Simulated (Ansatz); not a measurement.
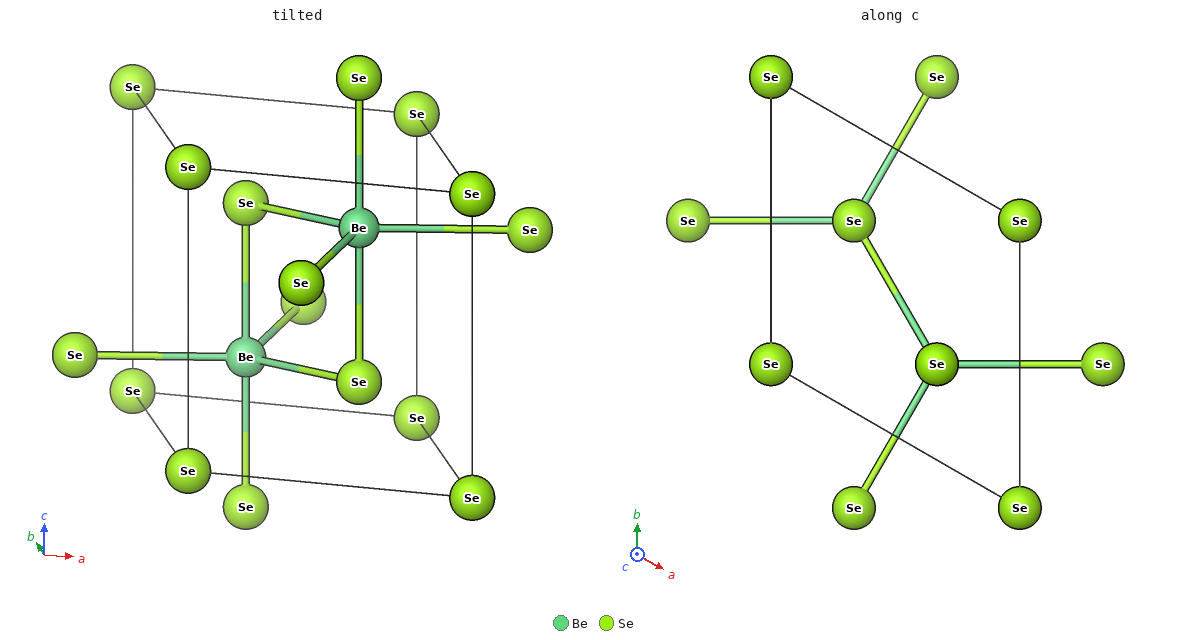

Ball-and-stick drawing of the structure, looking slightly off an axis and along the c axis. The edges of the conventional unit cell are marked. Some atoms of the next cells are drawn as well. Cell: a = 4.58 Å, b = 4.58 Å, c = 4.80 Å, α = 90.00°, β = 90.00°, γ = 120.00°.

Starting structure: a structure type filled with these elements by a generator (whether the compound takes this form wasn't checked). Earlier steps of the study, as a rule a relaxation of our own, may have changed the cell and positions, so they can lie some per cent off the listed ones. A calculation with Ansatz used it as input.

### State composition, symmetry and coordination.

It has the composition Be2Se3. Space group P-3m1 (No. 164), lattice primitive hexagonal. Counting shared atoms by their share gives 2 Be, 3 Se, or 5 atoms. Counting atoms within bonding range gives coordination numbers of Be 5 and Se 0 to 5 (mean 3.3).

Setup: DFT PBE, scalar-relativistic, plane waves, PAW in Ansatz; a 420 eV plane-wave basis, a 12×12×8 k-point grid, Gaussian smearing of 0.1 eV, no spin polarisation.

### Predict the gap.

A metal: bands cross the Fermi level.

### List the Bader charges.

Be +1.40 e; Se -1.19 to -0.42 e.

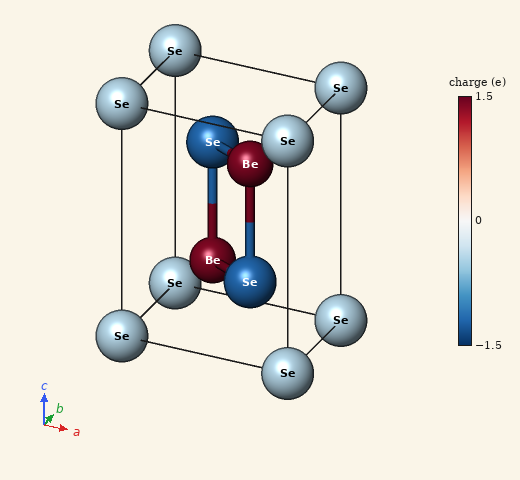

The atoms coloured by those charges. The run's cell of 5 atoms is drawn.

### Is the structure in equilibrium?

Yes. All forces vanish to within 0.01 eV/Å. The pressure is 0.0 GPa, close to zero.
